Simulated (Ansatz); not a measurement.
## Ta: geometry relaxation (part 1 of 2)

Ta (R-3m, 1 atom in the cell), computed with DFT PBE, scalar-relativistic, plane waves, PAW, no spin polarisation (Ansatz 0.2.0).

The structure derives from an entry of the Crystallography Open Database. It belongs to a series of runs on one base structure; here: film's bulk on the substrate's plane, third vector and atoms relaxed. Figures and captions count atoms from 1; the log counts them from 0 in places.

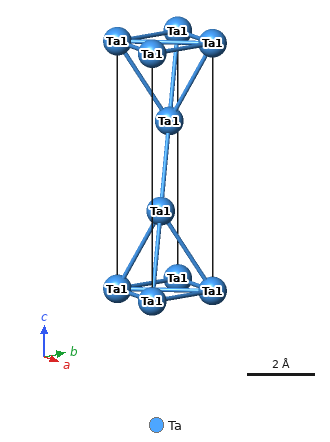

Fig. 1: The input geometry (ball-and-stick view of the cell 3 times as large as that of the calculation, set on its symmetry axes, seen slightly off an axis; atoms are numbered from 1 in the order of the input). An atom can appear more than once, as a periodic image. Near neighbours in the periodic cell (some may lie outside the picture): Ta has 12 Ta at 2.91 to 3.03 Å.

## Summary

- outcome: converged
- space group (tolerance 0.01 Å): R-3m (166) → Fmmm (69)
- electrons treated: 13
- free energy: −9932.1407 eV
- Fermi energy: 18.653 eV
- gap on the k-point mesh: none (metallic)
- pressure: 4.47 GPa
- final volume: 18.19 Å³
- largest force (length of the vector) at the end: under 0.001 eV/Å
- final cell: a = 2.908 Å, b = 2.908 Å, c = 3.534 Å, α = 90.00°, β = 51.98°, γ = 120.00°
- hardware: 1 thread of Arm Neoverse V2, 128 GiB of memory available, shared host
- wall time: 84 s
- peak memory: 0.4 GiB

## Notes

The program warns: the k-point mesh lowers the symmetry that the run can use. Spin–orbit coupling is left out, which matters for Ta.

## The input
```yaml
crystal:
  lattice:
    - [2.9076478652, 0.0, 0.0]
    - [-1.4538239326, 2.5180969165, 0.0]
    - [1.4538239326, 0.8393656388, 2.517340386]
  atoms:
    - { symbol: Ta, position: [0.0, 0.0, 0.0] }
basis:
  ecutwfc: 420
kpoints:
  mp_grid: { grid: [12, 12, 14] }
hamiltonian:
  xc: pbe
scf:
  occupations: { method: gaussian, width: 0.1 }
output:
  forces: true
  stress: true
  eigenvalues: true
relax:
  adjacent_minimum: "off"
  f_tol: 0.01
  max_steps: 50
  cell: { fix: [a, b, gamma], stress_tol: 0.1 }
```

Launch command:
```bash
ansatz run input.yaml --threads 1 --pin off --max-ram 2560MiB --backend cpu --events-out ev --progress --plain --runs-dir out
```

## Output
```
Warning: crystal.symmetry: narrowed to the stabiliser of the k-point mesh — unitary ops 12 → 4; excluded 8 operations that carry a point of the 12×12×14 mesh (shift [0, 0, 0]) off the mesh (the run samples exactly the mesh kpoints.mp_grid names, as under crystal.symmetry.detect: false, and its converged state has the mesh's symmetry, not the crystal's; ε∞, the Born charges and the force constants of a linear response (`dielectric:` by the response, `phonons.method: dfpt`) are averaged over those of the crystal's operations that the state keeps within a tolerance, where `mesh_tensors`, `unaveraged_element` or `gamma_mean_max_change_ev_ang2` stands beside them; a row that `dielectric.field_direction` solves alone is averaged likewise, with nothing beside; a Γ-centred mesh of equal divisions is mapped onto itself by every operation and keeps the whole group, as does a half-shifted one under kpoints.further_shifts: images)
Engine: ansatz 0.2.0, aarch64-unknown-linux-gnu
Pseudopotentials: kind: paw
Pseudopotential: Ta, paw, valence charge 13, recommended cutoff 420 eV (normal), Ta.paw.azcp
Functional definition: PBE
  parameter kappa = 0.804
  parameter beta = 0.06672455060314922
  exchange = pbe_x(kappa = kappa, mu = beta*pi^2/3)
  correlation = pbe_c(beta = beta)
Crystal: 1 atoms, lattice volume = 18.431 Å³
Basis set: ecut = 420 eV, 339 PW (Γ), exchange–correlation on 40×40×48 points (8 copies of the dense FFT grid, shifted against one another)
Bands: 11, of which v1, the nominal top of the filled ones, is band 7 counted from 1 (6 counted from 0)
Symmetry: 4 space group operations
k-points: 554 of 2016
Non-local potential: Ta, projectors of the file, l = 0: 3, l = 1: 2, l = 2: 2, l = 3: 1
PAW form: soft (Blöchl's): semilocal exchange-correlation on the pseudo side does not see the compensation charge
PAW one-centre angular grid: Ta, 590 points (default); XC on 64 Gauss nodes
Initial density: superposition of atomic densities (neutral atoms: chi_scale 0, normalization atom), corrected by the library's trained network
Initial wavefunctions: pseudopotential atomic-orbital guess
Functional: x = pbe(κ = 0.804, μ = 0.2195149727645171), c = pbe(β = 0.06672455060314922)
SCF iter   1: F=—  HF=-9931.996842 eV  |F-HF|=—  |Δ(HF+E_count)|=         —  Δρ=3.21e-3  dr2=1.16e-3  ethr=1.77e-3  ⟨swp⟩=5.1  Hψ=34257  notcnv=0
preconditioner: auto → none  [metal: Δε(μ)=0.006 eV  Ē_g=7.986 eV  σ=0.100 eV  W_gap=0.03  n_scr=2 (ndim 8)  ℏωp=19.3 eV  f_vac=0.000  D(μ)=1.21/eV (n_scr^D=14)  sad-step TF]
SCF iter   2: F=—  HF=-9931.996770 eV  |F-HF|=—  |Δ(HF+E_count)|=   7.20e-5  Δρ=1.99e-3  dr2=4.71e-4  ethr=8.90e-6  ⟨swp⟩=2.0  Hψ=11687  notcnv=0
SCF iter   3: F=—  HF=-9931.996790 eV  |F-HF|=—  |Δ(HF+E_count)|=   1.99e-5  Δρ=3.76e-4  dr2=1.05e-5  ethr=3.62e-6  ⟨swp⟩=2.0  Hψ=7209  notcnv=0
SCF iter   4: F=—  HF=-9931.996787 eV  |F-HF|=—  |Δ(HF+E_count)|=   2.63e-6  Δρ=1.62e-4  dr2=1.66e-6  ethr=8.09e-8  ⟨swp⟩=1.2  Hψ=6254  notcnv=0
iter 5 did not close the SCF: its close was put off for the readings that it lacked (scf_convergence_deferred on its scf_iter line)
SCF iter   5: F=-9931.996787 eV  HF=-9931.996787 eV  |F-HF|=4.89e-8  |Δ(HF+E_count)|=   2.62e-8  Δρ=2.58e-5  dr2=6.12e-8  ethr=1.28e-8  ⟨swp⟩=2.0  Hψ=9302  notcnv=0
SCF iter   6: F=-9931.996787 eV  HF=-9931.996787 eV  |F-HF|=2.92e-9  |Δ(HF+E_count)|=   2.95e-8  Δρ=1.02e-5  dr2=6.26e-9  ethr=4.71e-10  ⟨swp⟩=2.9  Hψ=22373  notcnv=0
SCF 1 converged in 6 iterations: F = -9931.996787 eV  dr2 = 6.26e-9
  greatest PAW one-centre occupation: 0.999 electrons in one spin orbital (limit 2), on the Ta atom at site 0 (counted from 0), in its partial waves of l = 0
relax step   1: F+E_penalty+E_count = -9931.99678740 eV  Δ(F+E_penalty+E_count) = +0.000e0 eV  max|allowed force component| = 0.000e0 eV/Å  Δτ_max = 0.0000 Å  P = +4.203 GPa  Ω = 18.431 Å³  fix = [a, b, gamma]  reactions: a +6.700, b +4.435 GPa; gamma -1.308 GPa/rad  (6 SCF iters, dr2 threshold 1.00e-7 eV, accepted)
Crystal: 1 atoms, lattice volume = 18.673 Å³
Basis set: ecut = 420 eV, 343 PW (Γ), exchange–correlation on 40×40×48 points (8 copies of the dense FFT grid, shifted against one another)
Initial density: handed on by an earlier stage of this run
Initial wavefunctions: those handed on with the density
iter 1 solved again at ethr=2.84e-6 eV; its pass at ethr=3.10e-3 eV (dr2=3.69e-4 eV) is discarded
SCF iter   1: F=—  HF=-9931.996642 eV  |F-HF|=—  |Δ(HF+E_count)|=         —  Δρ=1.70e-3  dr2=4.34e-4  ethr=2.84e-6  ⟨swp⟩=1.8  Hψ=42148  notcnv=0
preconditioner: auto → none  [metal: Δε(μ)=0.004 eV  Ē_g=7.888 eV  σ=0.100 eV  W_gap=0.02  n_scr=2 (ndim 8)  ℏωp=19.2 eV  f_vac=0.000  D(μ)=1.32/eV (n_scr^D=14)]
SCF iter   2: F=—  HF=-9931.996533 eV  |F-HF|=—  |Δ(HF+E_count)|=   1.09e-4  Δρ=6.81e-4  dr2=3.96e-5  ethr=2.84e-6  ⟨swp⟩=1.4  Hψ=6646  notcnv=0
SCF iter   3: F=—  HF=-9931.996533 eV  |F-HF|=—  |Δ(HF+E_count)|=   4.44e-7  Δρ=1.77e-4  dr2=2.16e-6  ethr=3.04e-7  ⟨swp⟩=1.0  Hψ=6094  notcnv=0
SCF iter   4: F=-9931.996533 eV  HF=-9931.996533 eV  |F-HF|=7.29e-9  |Δ(HF+E_count)|=   5.45e-7  Δρ=9.48e-6  dr2=1.27e-8  ethr=7.69e-10  ⟨swp⟩=4.0  Hψ=22917  notcnv=0
SCF 2 converged in 4 iterations: F = -9931.996533 eV  dr2 = 1.27e-8
relax step   2: F+E_penalty+E_count = -9931.99653313 eV  Δ(F+E_penalty+E_count) = +2.543e-4 eV  max|allowed force component| = 0.000e0 eV/Å  Δτ_max = 0.0000 Å  P = +1.574 GPa  Ω = 18.673 Å³  energy of the carried Pulay correction = -9.191e-5 eV  fix = [a, b, gamma]  (4 SCF iters, dr2 threshold 1.00e-7 eV, rejected (line search))
Crystal: 1 atoms, lattice volume = 18.533 Å³
iter 1 solved again at ethr=6.47e-7 eV; its pass at ethr=3.10e-3 eV (dr2=8.40e-5 eV) is discarded
SCF iter   1: F=—  HF=-9931.997432 eV  |F-HF|=—  |Δ(HF+E_count)|=         —  Δρ=9.39e-4  dr2=1.34e-4  ethr=6.47e-7  ⟨swp⟩=2.7  Hψ=45011  notcnv=0
eigensolver tolerance schedule calibrated: the retry pair's looser diagonalisation under-reported the residual by θ = 0.37 (0.10/decade); ethr = c·dr2/N_el runs at the constant in force after the calibration composes with the one it found (an armed cap, an earlier calibration), c = 9.8e-2
preconditioner: auto → none  [metal: Δε(μ)=0.005 eV  Ē_g=7.944 eV  σ=0.100 eV  W_gap=0.03  n_scr=2 (ndim 8)  ℏωp=19.3 eV  f_vac=0.000  D(μ)=1.26/eV (n_scr^D=14)]
SCF iter   2: F=—  HF=-9931.997398 eV  |F-HF|=—  |Δ(HF+E_count)|=   3.42e-5  Δρ=3.69e-4  dr2=1.19e-5  ethr=6.47e-7  ⟨swp⟩=2.1  Hψ=7756  notcnv=0
SCF iter   3: F=—  HF=-9931.997397 eV  |F-HF|=—  |Δ(HF+E_count)|=   7.06e-7  Δρ=9.52e-5  dr2=6.21e-7  ethr=8.95e-8  ⟨swp⟩=1.0  Hψ=6094  notcnv=0
SCF iter   4: F=—  HF=-9931.997397 eV  |F-HF|=—  |Δ(HF+E_count)|=   1.10e-7  Δρ=4.35e-6  dr2=1.96e-9  ethr=4.66e-9  ⟨swp⟩=1.1  Hψ=6172  notcnv=0
SCF iter   5: F=—  HF=-9931.997397 eV  |F-HF|=—  |Δ(HF+E_count)|=  7.49e-10  Δρ=1.50e-6  dr2=1.76e-10  ethr=1.47e-11  ⟨swp⟩=2.2  Hψ=9665  notcnv=0
SCF iter   6: F=-9931.997397 eV  HF=-9931.997397 eV  |F-HF|=3.64e-12  |Δ(HF+E_count)|=  1.46e-11  Δρ=1.57e-7  dr2=1.13e-12  ethr=1.00e-12  ⟨swp⟩=4.4  Hψ=19432  notcnv=0
SCF 3 converged in 6 iterations: F = -9931.997397 eV  dr2 = 1.13e-12
relax step   3: F+E_penalty+E_count = -9931.99739681 eV  Δ(F+E_penalty+E_count) = -6.094e-4 eV  max|allowed force component| = 0.000e0 eV/Å  Δτ_max = 0.0000 Å  P = +3.071 GPa  Ω = 18.533 Å³  energy of the carried Pulay correction = -3.878e-5 eV  fix = [a, b, gamma]  reactions: a +5.306, b +3.875 GPa; gamma -0.826 GPa/rad  (6 SCF iters, accepted)
Crystal: 1 atoms, lattice volume = 18.713 Å³
Basis set: ecut = 420 eV, 351 PW (Γ), exchange–correlation on 40×40×48 points (8 copies of the dense FFT grid, shifted against one another)
iter 1 solved again at ethr=9.18e-6 eV; its pass at ethr=3.10e-3 eV (dr2=1.19e-3 eV) is discarded
SCF iter   1: F=—  HF=-9932.000592 eV  |F-HF|=—  |Δ(HF+E_count)|=         —  Δρ=3.82e-3  dr2=1.19e-3  ethr=9.18e-6  ⟨swp⟩=1.4  Hψ=45357  notcnv=0
preconditioner: auto → none  [metal: Δε(μ)=0.002 eV  Ē_g=7.877 eV  σ=0.100 eV  W_gap=0.01  n_scr=2 (ndim 8)  ℏωp=19.2 eV  f_vac=0.000  D(μ)=1.42/eV (n_scr^D=14)]
SCF iter   2: F=—  HF=-9932.000583 eV  |F-HF|=—  |Δ(HF+E_count)|=   8.84e-6  Δρ=1.89e-3  dr2=2.46e-4  ethr=9.16e-6  ⟨swp⟩=1.0  Hψ=6094  notcnv=0
SCF iter   3: F=—  HF=-9932.000616 eV  |F-HF|=—  |Δ(HF+E_count)|=   3.24e-5  Δρ=1.85e-4  dr2=3.21e-6  ethr=1.89e-6  ⟨swp⟩=1.0  Hψ=6094  notcnv=0
SCF iter   4: F=—  HF=-9932.000617 eV  |F-HF|=—  |Δ(HF+E_count)|=   1.56e-6  Δρ=1.52e-5  dr2=1.98e-8  ethr=7.69e-10  ⟨swp⟩=3.2  Hψ=25366  notcnv=0
SCF iter   5: F=-9932.000617 eV  HF=-9932.000617 eV  |F-HF|=4.13e-10  |Δ(HF+E_count)|=  1.13e-10  Δρ=4.15e-6  dr2=8.33e-10  ethr=1.53e-10  ⟨swp⟩=2.0  Hψ=20183  notcnv=0
SCF 4 converged in 5 iterations: F = -9932.000617 eV  dr2 = 8.33e-10
relax step   4: F+E_penalty+E_count = -9932.00061739 eV  Δ(F+E_penalty+E_count) = -3.221e-3 eV  max|allowed force component| = 0.000e0 eV/Å  Δτ_max = 0.0000 Å  P = +1.039 GPa  Ω = 18.713 Å³  energy of the carried Pulay correction = -1.071e-4 eV  fix = [a, b, gamma]  reactions: a +1.674, b +4.090 GPa; gamma +1.395 GPa/rad  (5 SCF iters, dr2 threshold 1.00e-7 eV, accepted)
Crystal: 1 atoms, lattice volume = 18.679 Å³
Basis set: ecut = 420 eV, 355 PW (Γ), exchange–correlation on 40×40×48 points (8 copies of the dense FFT grid, shifted against one another)
iter 1 solved again at ethr=4.94e-6 eV; its pass at ethr=3.10e-3 eV (dr2=6.42e-4 eV) is discarded
SCF iter   1: F=—  HF=-9932.009300 eV  |F-HF|=—  |Δ(HF+E_count)|=         —  Δρ=2.68e-3  dr2=6.35e-4  ethr=4.94e-6  ⟨swp⟩=2.0  Hψ=46025  notcnv=0
preconditioner: auto → none  [metal: Δε(μ)=0.003 eV  Ē_g=7.896 eV  σ=0.100 eV  W_gap=0.02  n_scr=2 (ndim 8)  ℏωp=19.2 eV  f_vac=0.000  D(μ)=1.54/eV (n_scr^D=14)]
SCF iter   2: F=—  HF=-9932.009275 eV  |F-HF|=—  |Δ(HF+E_count)|=   2.52e-5  Δρ=1.30e-3  dr2=1.18e-4  ethr=4.88e-6  ⟨swp⟩=1.0  Hψ=6094  notcnv=0
SCF iter   3: F=—  HF=-9932.009291 eV  |F-HF|=—  |Δ(HF+E_count)|=   1.58e-5  Δρ=1.83e-4  dr2=2.78e-6  ethr=9.09e-7  ⟨swp⟩=1.0  Hψ=6094  notcnv=0
SCF iter   4: F=—  HF=-9932.009292 eV  |F-HF|=—  |Δ(HF+E_count)|=   1.14e-6  Δρ=1.06e-5  dr2=7.67e-9  ethr=7.69e-10  ⟨swp⟩=3.4  Hψ=23066  notcnv=0
SCF iter   5: F=-9932.009292 eV  HF=-9932.009292 eV  |F-HF|=1.27e-11  |Δ(HF+E_count)|=   1.57e-9  Δρ=1.75e-6  dr2=2.48e-10  ethr=5.90e-11  ⟨swp⟩=2.0  Hψ=18256  notcnv=0
SCF 5 converged in 5 iterations: F = -9932.009292 eV  dr2 = 2.48e-10
relax step   5: F+E_penalty+E_count = -9932.00929194 eV  Δ(F+E_penalty+E_count) = -8.675e-3 eV  max|allowed force component| = 0.000e0 eV/Å  Δτ_max = 0.0000 Å  P = +1.238 GPa  Ω = 18.679 Å³  energy of the carried Pulay correction = -9.458e-5 eV  fix = [a, b, gamma]  reactions: a +0.981, b +5.415 GPa; gamma +2.560 GPa/rad  (5 SCF iters, dr2 threshold 1.00e-7 eV, accepted)
Crystal: 1 atoms, lattice volume = 18.747 Å³
Basis set: ecut = 420 eV, 363 PW (Γ), exchange–correlation on 40×40×48 points (8 copies of the dense FFT grid, shifted against one another)
iter 1 solved again at ethr=1.90e-5 eV; its pass at ethr=3.10e-3 eV (dr2=2.47e-3 eV) is discarded
SCF iter   1: F=—  HF=-9932.042671 eV  |F-HF|=—  |Δ(HF+E_count)|=         —  Δρ=5.45e-3  dr2=2.44e-3  ethr=1.90e-5  ⟨swp⟩=1.5  Hψ=45499  notcnv=0
preconditioner: auto → none  [metal: Δε(μ)=0.007 eV  Ē_g=7.889 eV  σ=0.100 eV  W_gap=0.04  n_scr=4 (ndim 8)  ℏωp=19.2 eV  f_vac=0.000  D(μ)=1.37/eV (n_scr^D=14)]
SCF iter   2: F=—  HF=-9932.042747 eV  |F-HF|=—  |Δ(HF+E_count)|=   7.61e-5  Δρ=2.71e-3  dr2=5.43e-4  ethr=1.88e-5  ⟨swp⟩=1.0  Hψ=6094  notcnv=0
SCF iter   3: F=—  HF=-9932.042823 eV  |F-HF|=—  |Δ(HF+E_count)|=   7.59e-5  Δρ=2.04e-4  dr2=5.22e-6  ethr=4.17e-6  ⟨swp⟩=1.0  Hψ=6094  notcnv=0
SCF iter   4: F=—  HF=-9932.042823 eV  |F-HF|=—  |Δ(HF+E_count)|=   3.67e-7  Δρ=2.53e-5  dr2=3.85e-8  ethr=7.69e-10  ⟨swp⟩=3.9  Hψ=30391  notcnv=0
SCF iter   5: F=-9932.042823 eV  HF=-9932.042823 eV  |F-HF|=1.84e-10  |Δ(HF+E_count)|=   1.32e-8  Δρ=3.77e-6  dr2=1.05e-9  ethr=2.96e-10  ⟨swp⟩=2.2  Hψ=20385  notcnv=0
SCF 6 converged in 5 iterations: F = -9932.042823 eV  dr2 = 1.05e-9
relax step   6: F+E_penalty+E_count = -9932.04282288 eV  Δ(F+E_penalty+E_count) = -3.353e-2 eV  max|allowed force component| = 0.000e0 eV/Å  Δτ_max = 0.0000 Å  P = +0.040 GPa  Ω = 18.747 Å³  energy of the carried Pulay correction = -1.210e-4 eV  fix = [a, b, gamma]  reactions: a -1.550, b +7.162 GPa; gamma +5.030 GPa/rad  (5 SCF iters, dr2 threshold 1.00e-7 eV, accepted)
Crystal: 1 atoms, lattice volume = 18.423 Å³
iter 1 solved again at ethr=5.10e-5 eV; its pass at ethr=3.10e-3 eV (dr2=6.63e-3 eV) is discarded
SCF iter   1: F=—  HF=-9932.108642 eV  |F-HF|=—  |Δ(HF+E_count)|=         —  Δρ=7.57e-3  dr2=6.67e-3  ethr=5.10e-5  ⟨swp⟩=1.0  Hψ=46784  notcnv=0
preconditioner: auto → none  [metal: Δε(μ)=0.017 eV  Ē_g=8.067 eV  σ=0.100 eV  W_gap=0.09  n_scr=4 (ndim 8)  ℏωp=19.3 eV  f_vac=0.000  D(μ)=1.13/eV (n_scr^D=12)]
SCF iter   2: F=—  HF=-9932.107596 eV  |F-HF|=—  |Δ(HF+E_count)|=   1.05e-3  Δρ=3.35e-3  dr2=8.71e-4  ethr=5.10e-5  ⟨swp⟩=1.0  Hψ=6094  notcnv=0
SCF iter   3: F=—  HF=-9932.107691 eV  |F-HF|=—  |Δ(HF+E_count)|=   9.49e-5  Δρ=7.21e-4  dr2=3.64e-5  ethr=6.70e-6  ⟨swp⟩=1.0  Hψ=6094  notcnv=0
SCF iter   4: F=—  HF=-9932.107701 eV  |F-HF|=—  |Δ(HF+E_count)|=   1.00e-5  Δρ=3.44e-5  dr2=8.97e-8  ethr=7.69e-10  ⟨swp⟩=5.4  Hψ=32842  notcnv=0
SCF iter   5: F=-9932.107701 eV  HF=-9932.107701 eV  |F-HF|=2.36e-9  |Δ(HF+E_count)|=   8.67e-9  Δρ=6.77e-6  dr2=5.04e-9  ethr=6.90e-10  ⟨swp⟩=2.3  Hψ=21076  notcnv=0
SCF 7 converged in 5 iterations: F = -9932.107701 eV  dr2 = 5.04e-9
relax step   7: F+E_penalty+E_count = -9932.10770089 eV  Δ(F+E_penalty+E_count) = -6.488e-2 eV  max|allowed force component| = 0.000e0 eV/Å  Δτ_max = 0.0000 Å  P = +2.421 GPa  Ω = 18.423 Å³  energy of the carried Pulay correction = -4.289e-8 eV  fix = [a, b, gamma]  reactions: a -0.477, b +10.813 GPa; gamma +6.518 GPa/rad  (5 SCF iters, dr2 threshold 1.00e-7 eV, accepted)
Crystal: 1 atoms, lattice volume = 17.991 Å³
Basis set: ecut = 420 eV, 353 PW (Γ), exchange–correlation on 40×40×48 points (8 copies of the dense FFT grid, shifted against one another)
iter 1 solved again at ethr=3.83e-5 eV; its pass at ethr=3.10e-3 eV (dr2=4.98e-3 eV) is discarded
```
